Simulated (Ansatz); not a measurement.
Consider Ca.

```xyz
3
Lattice="6.3780 0.0000 0.0000 -3.1890 5.5235 0.0000 0.0000 0.0000 3.8196" Properties=species:S:1:pos:R:3 pbc="T T T"
Ca    0.0000    0.0000    0.0000
Ca    0.0000    3.6824    1.9098
Ca    3.1890    1.8411    1.9098
```

Space group P6/mmm; set up as Ca, omega (AlB2-type); a generated structure, not necessarily the stable one; changed on purpose from its base cell (volume × 1.04).

Method: Ansatz 0.2.0, DFT, BLYP, plane waves (420 eV) with PAW, scalar-relativistic.

Q: Predict the valence pseudo-density and electron localisation function between the atoms.

A: Ca–Ca (3.82 Å): ρ is about 0.05 e/Å³ halfway; the ELF is about 0.25 at the midpoint (no shared electron pair shows on this line).

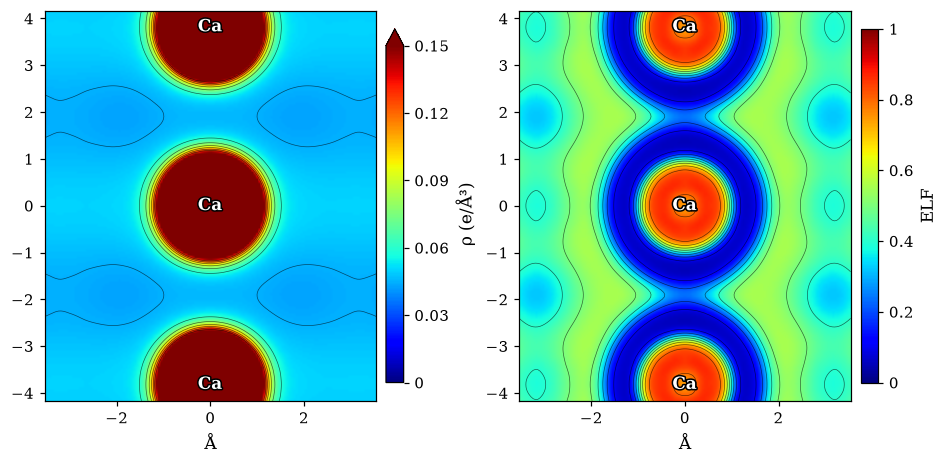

Computed valence pseudo-density and electron localisation function on the (100) plane of the conventional cell, in this order. 
